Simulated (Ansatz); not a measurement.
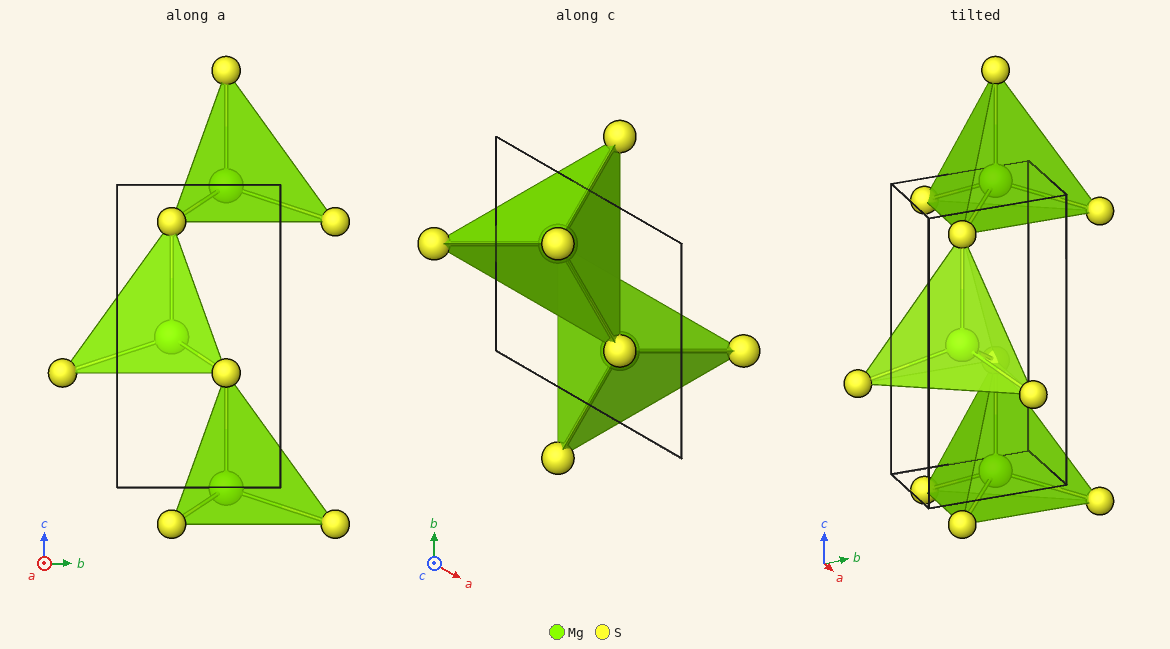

Polyhedral representation of a periodic structure, projected along the a axis, along the c axis and slightly off an axis. Atoms at the boundary of the conventional unit cell (the box) are drawn once for each face, edge or corner they touch. Some neighbours outside the box are added. Cell: a = 4.055 Å, b = 4.055 Å, c = 6.491 Å, α = 90.00°, β = 90.00°, γ = 120.00°.

Caption:

- The material is MgS.
- It belongs to space group P6_3mc (No. 186) and has a primitive hexagonal lattice.
- Its structure type: wurtzite.
- Counting shared atoms by their share gives 2 Mg, 2 S, or 4 atoms.
- The polyhedra are MgS4 tetrahedra; they share corners.
- Each Mg has four S in a tetrahedral arrangement at about 2.5 Å. The neighbours of S are four Mg in a tetrahedral arrangement at about 2.5 Å.
- The bonds build a three-dimensional framework.

Starting structure: a structure listed in the Materials Project. Earlier steps of the study may have refined or changed the cell and positions. It went into a calculation with Ansatz.
